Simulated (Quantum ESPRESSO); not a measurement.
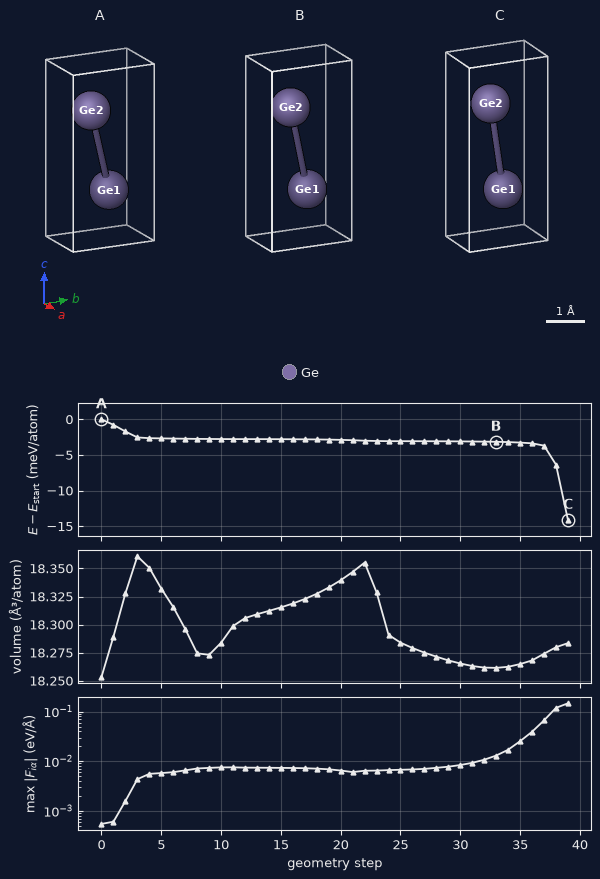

Frames of a relaxation of a crystal of Ge (set up in Cmcm), marked on the history of the run. The picture is a ball-and-stick view of the cell of the calculation, seen slightly off an axis.

The run lets cell and atoms move.

Level of theory: Quantum ESPRESSO, Kohn-Sham DFT of a periodic cell, PBEsol, GBRV 1.5 PBEsol.

Input
```
&CONTROL
  calculation = 'vc-relax'
  prefix = 'pwscf'
  outdir = './tmp'
  pseudo_dir = './pseudo'
  tprnfor = .true.
  tstress = .true.
  disk_io = 'low'
  nstep = 40
  forc_conv_thr = 0.0004
  etot_conv_thr = 1d-05
/
&SYSTEM
  ibrav = 0
  nat = 2
  ntyp = 1
  ecutwfc = 52
  ecutrho = 414
  nbnd = 21
  occupations = 'smearing'
  smearing = 'fd'
  degauss = 0.00367493
/
&ELECTRONS
  conv_thr = 4d-10
  electron_maxstep = 120
  mixing_beta = 0.5
/
&IONS
  ion_dynamics = 'bfgs'
/
&CELL
  cell_dynamics = 'bfgs'
  press = 0
  press_conv_thr = 0.3
/
ATOMIC_SPECIES
Ge    72.6300 ge_pbesol_v1.4.uspp.F.UPF
CELL_PARAMETERS bohr
   2.8120124872   -4.9032527413    0.0000000000
   2.8120124872    4.9032527413    0.0000000000
   0.0000000000    0.0000000000    8.9338612710
ATOMIC_POSITIONS bohr
Ge     2.8120124872    1.6333065361    2.2334653178
Ge     2.8120124872   -1.6333065361    6.7003959533
K_POINTS automatic
10 10 6 0 0 0
```

Command:
```bash
OMP_NUM_THREADS=1 mpirun -n 2 pw.x -nk 2 -in pw.in > pw.out
```

What happens along the run?

Answer. The relaxation stopped without meeting its thresholds, so the last structure isn't shown to be converged. The energy falls by 14.1 meV per atom in 39 geometry steps. The largest force component goes from 0.00055 to 0.15 eV/Å. Pressure: 0.39 GPa at the start and 0.07 GPa at the end. The largest moves relative to the cell, 0.28 Å, are those of Ge1 and Ge2. Ge1 goes along [1 −1 0]. The drawn cell changes as follows: a = b 2.991 → 2.999 Å (+0.3 %), c 4.728 → 4.925 Å (+4.2 %), γ 120.3° → 124.3°; the volume changes by +0.2 %. Among the contacts that change: Ge1–Ge2 2.924 → 3.178 Å, Ge1–Ge2 (another image) 2.928 → 2.744 Å, Ge1–Ge1 2.976 → 2.800 Å, Ge1–Ge1 (another image) 2.991 → 2.999 Å. The space group stays Cmcm (No. 63). From step 0 to 33: Ge atoms move most (0.06 Å), energy −3.2 meV per atom. From step 33 to 39: Ge atoms move most (0.21 Å), volume +0.1 %, energy −10.9 meV per atom.

| step | E − E(0), meV/atom | largest force component, eV/Å | pressure, GPa | volume, Å³/atom |
| --- | --- | --- | --- | --- |
| 0 | 0.00 | 0.0005 | 0.39 | 18.253 |
| 1 | -0.77 | 0.0006 | 0.22 | 18.289 |
| 2 | -1.70 | 0.0016 | 0.01 | 18.328 |
| 3 | -2.54 | 0.0043 | -0.20 | 18.361 |
| 4 | -2.64 | 0.0056 | -0.19 | 18.351 |
| 5 | -2.67 | 0.0058 | -0.12 | 18.332 |
| 6 | -2.69 | 0.0060 | -0.05 | 18.316 |
| 7 | -2.72 | 0.0065 | 0.03 | 18.296 |
| 8 | -2.74 | 0.0071 | 0.12 | 18.274 |
| 9 | -2.75 | 0.0073 | 0.12 | 18.273 |
| 10 | -2.76 | 0.0075 | 0.07 | 18.284 |
| 12 | -2.77 | 0.0074 | -0.02 | 18.306 |
| 13 | -2.78 | 0.0074 | -0.04 | 18.309 |
| 15 | -2.78 | 0.0073 | -0.07 | 18.315 |
| 16 | -2.79 | 0.0073 | -0.08 | 18.319 |
| 18 | -2.82 | 0.0071 | -0.12 | 18.327 |
| 19 | -2.84 | 0.0069 | -0.15 | 18.333 |
| 21 | -2.92 | 0.0060 | -0.23 | 18.347 |
| 22 | -3.00 | 0.0064 | -0.28 | 18.355 |
| 24 | -3.06 | 0.0066 | -0.02 | 18.291 |
| 25 | -3.06 | 0.0067 | 0.01 | 18.284 |
| 27 | -3.07 | 0.0070 | 0.05 | 18.275 |
| 28 | -3.08 | 0.0074 | 0.06 | 18.271 |
| 30 | -3.09 | 0.0084 | 0.08 | 18.265 |
| 31 | -3.11 | 0.0093 | 0.08 | 18.263 |
| 33 | -3.15 | 0.0130 | 0.06 | 18.261 |
| 34 | -3.19 | 0.0170 | 0.04 | 18.262 |
| 36 | -3.36 | 0.0391 | 0.00 | 18.268 |
| 37 | -3.68 | 0.0664 | -0.05 | 18.274 |
| 39 | -14.10 | 0.1466 | 0.07 | 18.284 |
